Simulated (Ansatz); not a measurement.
# Field-gradient calculation, with input and output: PbSe

System: PbSe (Fm-3m, 2 atoms in the cell).
Method: DFT, PBEsol, PAW with Ansatz's default frozen-core files, scalar-relativistic, no spin polarisation (Ansatz 0.2.0).

The structure derives from an entry of the Crystallography Open Database. Its volume is 1.06 times that of the source entry. It belongs to a series of runs on one base structure; here: volume scaled by 1.06, PAW files.

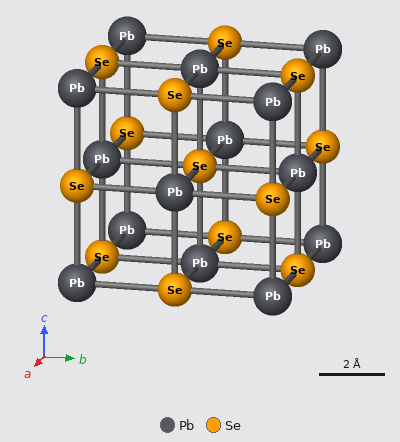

Fig. 1: The structure as given in the input (ball-and-stick view of the cell 4 times as large as that of the calculation, set on its symmetry axes, seen slightly off an axis). Near neighbours in the crystal (not all of them lie inside the picture): Pb has 6 Se at 3.12 Å; Se has 6 Pb at 3.12 Å.

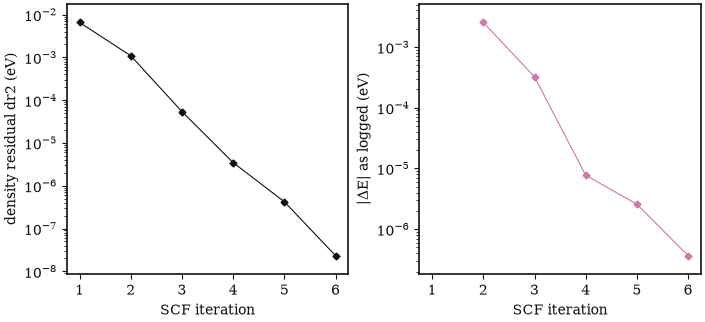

Fig. 2: Convergence of the self-consistent field: density residual dr2 and size of the energy change against the SCF iteration. The residual falls at every step.

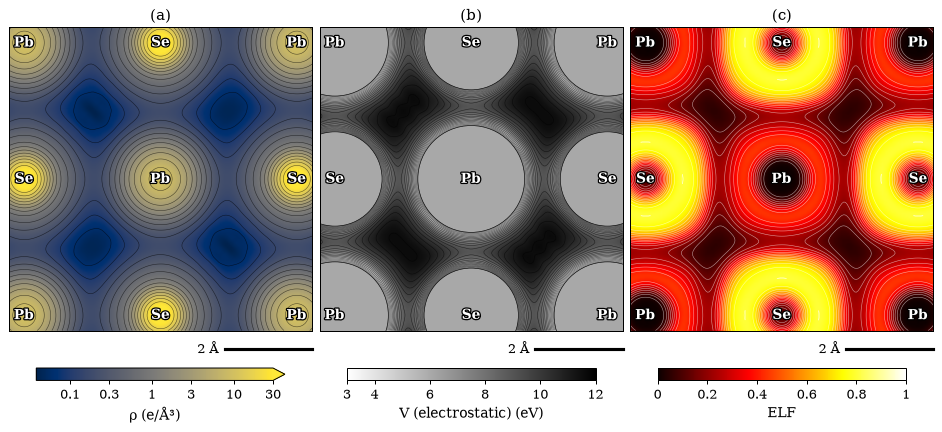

Fig. 3: (a) valence charge density (pseudo); (b) electrostatic potential energy of an electron; (c) ELF on the (100) plane of the conventional cell. Grey discs, where drawn, cover atomic cores. The section cuts through Pb and Se sites. Pb–Se (3.12 Å): ρ is about 0.19 e/Å³ halfway; the ELF peaks at about 0.80 in the valence shell of Se, 0.9 Å from its nucleus, and drops to about 0.25 between the two atoms. Away from the nuclei the density in this plane falls to 0.04 e/Å³ at its lowest. Outside the cores the potential energy rises away from the atoms and is highest about 2.2 Å from the nearest atoms; outside the discs it spans about 8 eV, and its zero is arbitrary. Core electrons are frozen (PAW), so the fields are smoothed inside the atomic spheres.

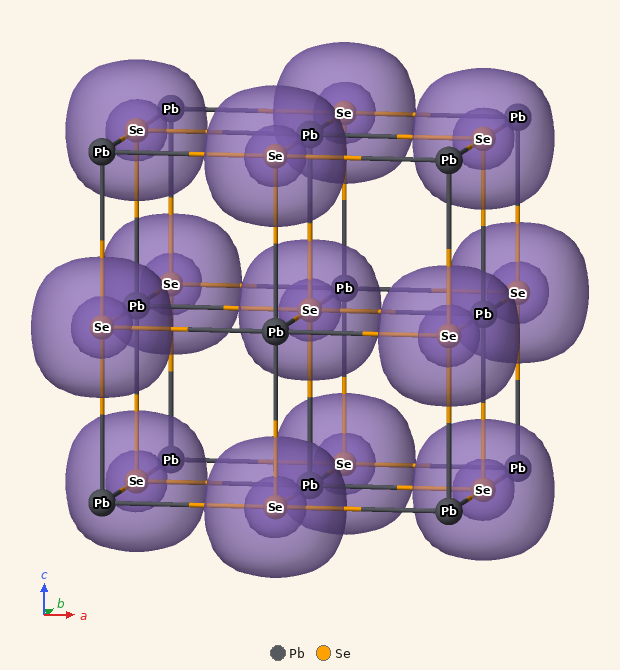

Fig. 4: Isosurface of the electron localisation function at 0.65 (purple), seen slightly off an axis. Only the valence region is drawn (cores and ρ < 0.01 e/Å³ removed). Sticks mark near contacts. The outline is the cell set on symmetry axes. Along the contacts the grid gives the following. Pb–Se (3.12 Å): the ELF peaks at about 0.80 in the valence shell of Se, 0.9 Å from its nucleus, and drops to about 0.25 between the two atoms.

These pictures come from the run below.

The input:
```yaml
crystal:
  lattice:
    - [0.0, 3.1222074042, 3.1222074042]
    - [3.1222074042, 0.0, 3.1222074042]
    - [3.1222074042, 3.1222074042, 0.0]
  atoms:
    - { symbol: Pb, position: [0.0, 0.0, 0.0] }
    - { symbol: Se, position: [0.5, 0.5, 0.5] }
kpoints:
  mp_grid: { grid: [9, 9, 9] }
scf:
  occupations: { method: fermi_dirac, width: 0.01 }
hamiltonian:
  xc: pbesol
  pseudopotentials: { kind: paw }
output:
  forces: true
  stress: true
  eigenvalues: true
  efg: { contact_densities: true }
  write_density: true
  write_potential: true
  elf: true
  volumetric_format: npy
```

Run as:
```bash
ansatz run input.yaml --threads 1 --pin off --max-ram 3072MiB --backend cpu --events-out ev --progress --plain --runs-dir out
```

Log:
```
Pb: output.efg is read without spin–orbit coupling, which moves field gradients at and beside such atoms by some per cent and up to a factor of two; PAW files take it under magnetization.noncollinear and magnetization.spin_orbit
Engine: ansatz 0.2.0, aarch64-unknown-linux-gnu
Pseudopotentials: kind: paw
Pseudopotential: Pb, paw, valence charge 14, recommended cutoff 420 eV (normal), Pb.paw.azcp
Pseudopotential: Se, paw, valence charge 16, recommended cutoff 420 eV (normal), Se.paw.azcp
Functional definition: PBEsol
  exchange = pbesol_x
  correlation = pbesol_c
Crystal: 2 atoms, lattice volume = 60.872 Å³
Basis set: ecut = 420 eV, 1243 PW (Γ), exchange–correlation on 60×60×60 points (8 copies of the dense FFT grid, shifted against one another)
Bands: 19, of which v1, the nominal top of the filled ones, is band 15 counted from 1 (14 counted from 0)
Symmetry: 48 space group operations
Space group: Fm-3m (ITA 225), of the structure as read, at distance tolerance 3.9e-5 Å
k-points: 35 of 729
Non-local potential: Pb, projectors of the file, l = 0: 2, l = 1: 2, l = 2: 2, l = 3: 2
Non-local potential: Se, projectors of the file, l = 0: 2, l = 1: 2, l = 2: 3, l = 3: 1
PAW form: soft (Blöchl's): semilocal exchange-correlation on the pseudo side does not see the compensation charge
PAW frozen core: Pb, regenerated for the run's functional, and the local potential with it (the file was generated under x = pbe(κ = 0.804, μ = 0.2195149727645171), c = pbe(β = 0.06672455060314922))
PAW frozen core: Se, regenerated for the run's functional, and the local potential with it (the file was generated under x = pbe(κ = 0.804, μ = 0.2195149727645171), c = pbe(β = 0.06672455060314922))
PAW one-centre angular grid: Pb, 590 points (default); XC on 64 Gauss nodes
PAW one-centre angular grid: Se, 590 points (default); XC on 64 Gauss nodes
Initial density: superposition of atomic densities (neutral atoms: chi_scale 0, normalization atom), corrected by the library's trained network
Initial wavefunctions: pseudopotential atomic-orbital guess
Functional: x = pbesol(κ = 0.804, μ = 0.12345679012345678), c = pbesol(β = 0.046)
SCF iter   1: F=—  HF=-17180.175753 eV  |F-HF|=—  |Δ(HF+E_count)|=         —  Δρ=2.32e-3  dr2=6.55e-3  ethr=1.77e-3  ⟨swp⟩=6.6  Hψ=3170  notcnv=0
preconditioner: auto → none  [insulator: Δε(μ)=0.697 eV  Ē_g=15.024 eV  σ=0.010 eV  W_gap=1.00  n_scr=14 (ndim 8)  ℏωp=21.3 eV  f_vac=0.029  D(μ)=0.00/eV (n_scr^D=0)  ε∞_Penn≈3.0]
SCF iter   2: F=—  HF=-17180.173215 eV  |F-HF|=—  |Δ(HF+E_count)|=   2.54e-3  Δρ=1.17e-3  dr2=1.09e-3  ethr=2.18e-5  ⟨swp⟩=3.0  Hψ=1337  notcnv=0
SCF iter   3: F=—  HF=-17180.172892 eV  |F-HF|=—  |Δ(HF+E_count)|=   3.23e-4  Δρ=3.40e-4  dr2=5.40e-5  ethr=3.63e-6  ⟨swp⟩=3.2  Hψ=1338  notcnv=0
SCF iter   4: F=—  HF=-17180.172900 eV  |F-HF|=—  |Δ(HF+E_count)|=   7.72e-6  Δρ=1.08e-4  dr2=3.47e-6  ethr=1.80e-7  ⟨swp⟩=2.8  Hψ=1168  notcnv=0
SCF iter   5: F=—  HF=-17180.172902 eV  |F-HF|=—  |Δ(HF+E_count)|=   2.57e-6  Δρ=2.75e-5  dr2=4.22e-7  ethr=1.16e-8  ⟨swp⟩=2.0  Hψ=1190  notcnv=0
SCF iter   6: F=-17180.172902 eV  HF=-17180.172902 eV  |F-HF|=3.23e-8  |Δ(HF+E_count)|=   3.65e-7  Δρ=6.35e-6  dr2=2.32e-8  ethr=3.33e-10  ⟨swp⟩=9.1  Hψ=5148  notcnv=0
SCF 1 converged in 6 iterations: F = -17180.172902 eV  dr2 = 2.32e-8
  Residual-converged pass: ⟨swp⟩=1.1  Hψ=807  notcnv=0  max |occ|·‖R‖ = 7.0e-9 eV (tolerance 1.0e-8 eV)  dr2=2.32e-8  dr2_onsite=2.11e-8  max |Δocc| = 1.2e-25
  greatest PAW one-centre occupation: 1.000 electrons in one spin orbital (limit 2), on the Se atom at site 1 (counted from 0), in its partial waves of l = 2
SCF converged after 6 iterations
Free energy (F): -17180.172902 eV
Harris-Foulkes:  -17180.172902 eV  (|F-HF|=3.23e-8)
Internal energy: -17180.172902 eV  (E = F + TS)
E sigma→0 (E₀):  -17180.172902 eV
Fermi energy:    8.098841 eV
--- Per-component energies (eV) ---
  E_band       = -452.240629
  E_kinetic    = 404.222933
  E_local      = -3626.456823  (includes V_loc(G=0)·N_el)
  E_nonlocal   = -240.695317
  E_hartree    = 1677.435264
  E_xc         = -322.015667
  E_vxc        = -230.209085  (∫ρ·V_xc dr)
  E_paw        = -12121.404794  (= ΣΔE_a)
  E_vpaw       = -113.981234  (= ΣTr[D̂ρ^β])
  E_aug_tail   = -0.000590  (compensation charges beyond the density's cutoff)
  E_ewald      = -2952.328474
  E_core_change = 1.070567  (= ΣΔE_core)
  E_smearing   = -0.000000  (= −TS)
  E_closure    = 0.000000  (closes the sum)
  Σ components = -17180.172902   (vs F -17180.172902, Δ=0.00e0)
--- Forces (eV/Å), atoms counted from 1 ---
  atom   1  Pb    -0.00000000     0.00000000    -0.00000000
  atom   2  Se     0.00000000    -0.00000000    -0.00000000
  max |Σ_I F_I| component: 1.00e-30 eV/Å
--- Stress (GPa, compression-positive) ---
       -3.184280       0.000000      -0.000000
       -0.000000      -3.184280      -0.000000
       -0.000000       0.000000      -3.184280
  P = ⅓ Tr σ = -3.1843 GPa (-31.843 kbar)
--- PAW observables at the nuclei: V_zz in 10²¹ V/m², potentials from the cell's mean, atoms counted from 1 ---
  atom   1  Pb V_zz =    -0.000000   η = 0.0000   by run symmetry: forbidden
            electrostatic potential = -17477.235353 V   contact ρ = 16511960.062115 e/Å³
  atom   2  Se V_zz =    -0.000000   η = 0.0000   by run symmetry: forbidden
            electrostatic potential = -4711.705860 V   contact ρ = 262402.061640 e/Å³
--- Band table (eV; the first three rows and the last of 35) ---
  k-point 0: bands = ["-39.1310", "-39.1310", "-39.1291", "-39.1291", "-39.1291", "-8.7475", "-8.7475", "-8.7475", "-8.7437", "-8.7437", "-5.1980", "1.5108", "6.3154", "6.3154", "6.3154", "12.4708", "12.4708", "12.4708", "14.5009"]
  k-point 1: bands = ["-39.1310", "-39.1310", "-39.1291", "-39.1291", "-39.1291", "-8.7472", "-8.7472", "-8.7471", "-8.7431", "-8.7431", "-5.1136", "1.2574", "6.3446", "6.3446", "6.4848", "11.6292", "11.9755", "11.9755", "14.3010"]
  k-point 2: bands = ["-39.1310", "-39.1310", "-39.1291", "-39.1291", "-39.1291", "-8.7522", "-8.7522", "-8.7460", "-8.7358", "-8.7358", "-4.8784", "0.6465", "6.4313", "6.4313", "6.8677", "10.3359", "11.0578", "11.0578", "14.3285"]
  k-point 34: bands = ["-39.1310", "-39.1310", "-39.1290", "-39.1290", "-39.1290", "-8.8088", "-8.7440", "-8.7415", "-8.7321", "-8.7127", "-3.9666", "0.0664", "4.1664", "4.2802", "7.1505", "9.8753", "12.5936", "12.7385", "15.0346"]
```

File rho_z.tsv:
```
# z_ang	rho[e/angstrom^3]
# format = ansatz-planar-average/11
# lattice	0.000000000	3.122207404	3.122207404
# lattice	3.122207404	0.000000000	3.122207404
# lattice	3.122207404	3.122207404	0.000000000
# sites	2
# site	82	0.000000000	0.000000000	0.000000000
# site	34	3.122207404	3.122207404	3.122207404
0.000000	6.839447e-1
0.147182	6.583881e-1
0.294365	5.900879e-1
0.441547	4.982674e-1
0.588729	4.034261e-1
0.735911	3.210840e-1
0.883094	2.607103e-1
1.030276	2.258753e-1
1.177458	2.142035e-1
1.324640	2.256079e-1
1.471823	2.697243e-1
1.619005	3.677032e-1
1.766187	5.474128e-1
1.913369	8.085041e-1
2.060552	1.068763e0
2.207734	1.181741e0
2.354916	1.068763e0
2.502099	8.085041e-1
2.649281	5.474128e-1
2.796463	3.677032e-1
2.943645	2.697243e-1
3.090828	2.256079e-1
3.238010	2.142035e-1
3.385192	2.258753e-1
3.532374	2.607103e-1
3.679557	3.210840e-1
3.826739	4.034261e-1
3.973921	4.982674e-1
4.121104	5.900879e-1
4.268286	6.583881e-1
```

Key numbers:

| quantity | value |
| --- | --- |
| outcome | converged |
| space group (tolerance 0.01 Å) | Fm-3m (225) |
| electrons treated | 30 |
| free energy | −17180.1729 eV |
| Fermi energy | 8.099 eV |
| gap on the k-point mesh | 0.72 eV |
| pressure | −3.18 GPa |
| field gradient V_zz (10²¹ V/m²) | zero at all sites |
| largest force (length of the vector) | under 0.001 eV/Å |
| hardware | 1 thread of Arm Neoverse V2, 24 GiB of memory available, shared host |
| wall time | 4.6 s |
| peak memory | 0.42 GiB |

Notes:

Warnings of the run: the field gradients leave out spin–orbit coupling. Spin–orbit coupling is left out, which matters for Pb.
